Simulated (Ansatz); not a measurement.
# Does disorder add resistance in series? Ta(100) layers with 12.5 % Mo

Two lengths of the disordered region are known. What area resistance does the third give?

How it was computed: Ansatz 0.2.0, plane waves with PAW datasets at their recommended cutoffs (420 eV for most), Fermi-Dirac smearing; ballistic transmission by layer matching. The area resistance is RA = A (h/2e²)(1/T − 1/N), with T the zone-mean transmission per spin and N the lead's channels, both averaged over a few energies near the Fermi level; for magnets each spin is taken apart, with h/e², and the two conduct in parallel. Lateral cell 2x2, PBE, a fresh random draw for each length.

Results; the value marked ? is to be predicted:

```tsv
length (Å)	channels N	RA (fΩ m²)
6.61	10.26	0.0714
13.2	10.21	0.128
19.8	10.21	?
```

**Fit on the rows shown.**

Ohm's law makes RA linear in the length: the slope is (0.128 − 0.0714)/(13.2 − 6.61) = 8.60×10⁻³ fΩ m² per Å, or 8.6 µΩ cm. Then 0.128 + 8.60×10⁻³ × 6.61. Predicted: 0.185 fΩ m².

**The withheld run.**

0.186 fΩ m², so the prediction is 0.81 % too low. The three lengths together give 8.7 µΩ cm. The two increments are 0.057 and 0.058 fΩ m², roughly as Ohm's law has it, though with one draw for each length that is a weak test.

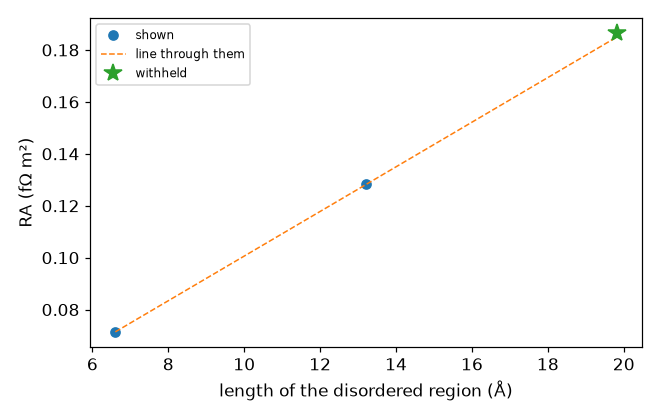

Area resistance against length.

Caveats: The scatterers repeat sideways with the small cell. The slope is a raw one; a model of isotropic scattering puts it 1.10 times the bulk value over these lengths. Atoms sit unrelaxed on the host's lattice, and the pair may not mix at random in practice. Spin-orbit coupling is left out, which matters for Ta.

[Logs are printed without paths, hosts, clocks, repeated set-up lines and the standing remarks that a program may print on its own settings, such as how far it seeks lower states.]
